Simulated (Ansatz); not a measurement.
Consider ZnSn2N3.

```cif
data_structure
_symmetry_space_group_name_H-M 'P 1'
_symmetry_Int_Tables_number 1
_cell_length_a 5.8592
_cell_length_b 5.8592
_cell_length_c 2.9466
_cell_angle_alpha 90.000
_cell_angle_beta 90.000
_cell_angle_gamma 120.000
_cell_volume 87.61
loop_
_atom_site_label
_atom_site_type_symbol
_atom_site_fract_x
_atom_site_fract_y
_atom_site_fract_z
_atom_site_occupancy
Zn1 Zn 0.00000 0.00000 0.00000 1
Sn1 Sn 0.33333 0.66667 0.00000 1
Sn2 Sn 0.66667 0.33333 0.00000 1
N1 N 0.50000 0.00000 0.50000 1
N2 N 0.50000 0.50000 0.50000 1
N3 N 0.00000 0.50000 0.50000 1
```

Space group P6/mmm; a structure generated by program, which may or may not match a known phase; computed without spin polarisation.

Theory: DFT PBE, scalar-relativistic, plane waves, PAW (Ansatz 0.2.0).

### What can the converged valence pseudo-density and electron localisation function tell about the bonding?

Sn–N (2.24 Å): the density is about 0.51 e/Å³ at the midpoint; the ELF peaks at about 0.85 in the valence shell of N, 0.6 Å from its nucleus, and is about 0.30 at the midpoint.
Sn–Sn (2.95 Å): the density is about 0.2 e/Å³ at the midpoint; the ELF is about 0.15 at the midpoint (no localised pair shows between them).
Zn–Zn (2.95 Å): ρ is about 0.15 e/Å³ halfway; the ELF is about 0.35 at the midpoint.

### Does the calculation make it a metal, or give it a gap?

It is gapless in this calculation (a metal or semimetal).

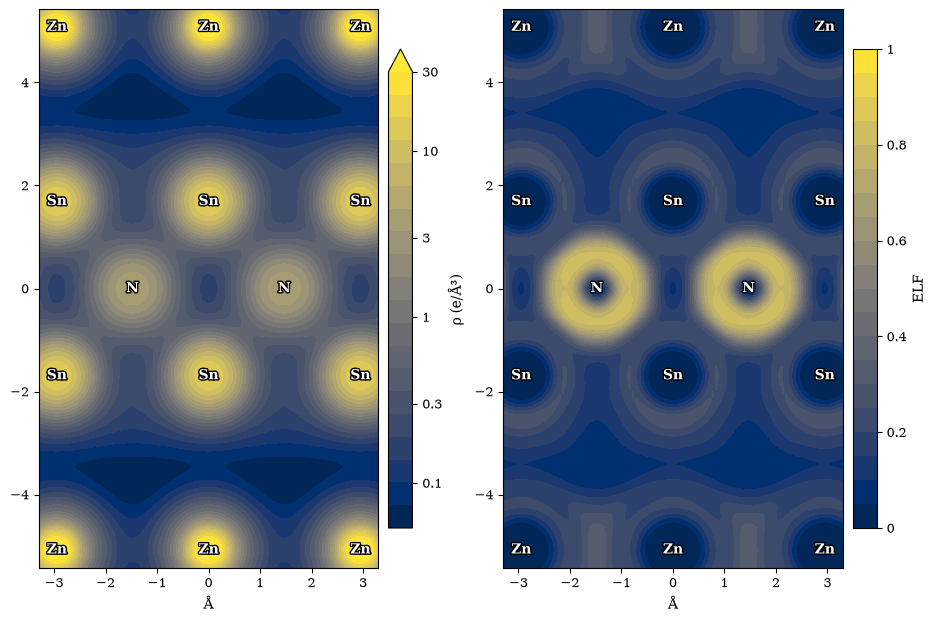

Computed valence pseudo-density and electron localisation function on the (110) plane of the conventional cell, in this order. 

The density is the valence pseudo-density of a PAW calculation; it isn't the true density close to the nuclei.
